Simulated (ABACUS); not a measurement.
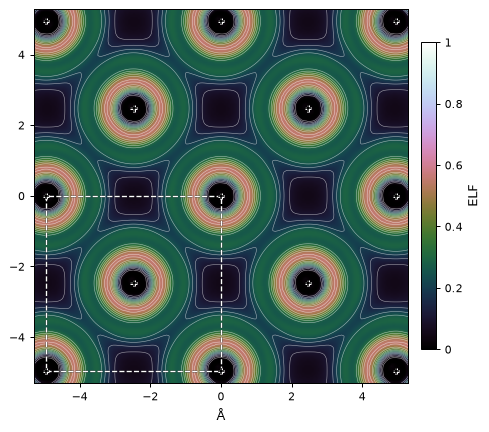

The ELF on a plane through atoms (crosses mark nuclei in the plane).

These are results of Kohn-Sham DFT of a periodic cell, MS2, SG15 ONCV 1.2 PBE (ABACUS), not measurements.

Candidates:
A. Pb, a = 4.95 Å, b = 4.95 Å, c = 4.95 Å, α = 90.00°, β = 90.00°, γ = 90.00°. Space group Fm-3m; computed pressure about 26 GPa in this cell.
B. GaAs, a = 5.65 Å, b = 5.65 Å, c = 5.65 Å, α = 90.00°, β = 90.00°, γ = 90.00°. Space group F-43m; computed pressure about 36 GPa in this cell.

> Which system is this?

Candidate A: Pb on the (100) plane of the conventional cell, which holds Pb. Pb–Pb (3.50 Å): the ELF is about 0.20 at the midpoint: no shared electron pair shows on this line.
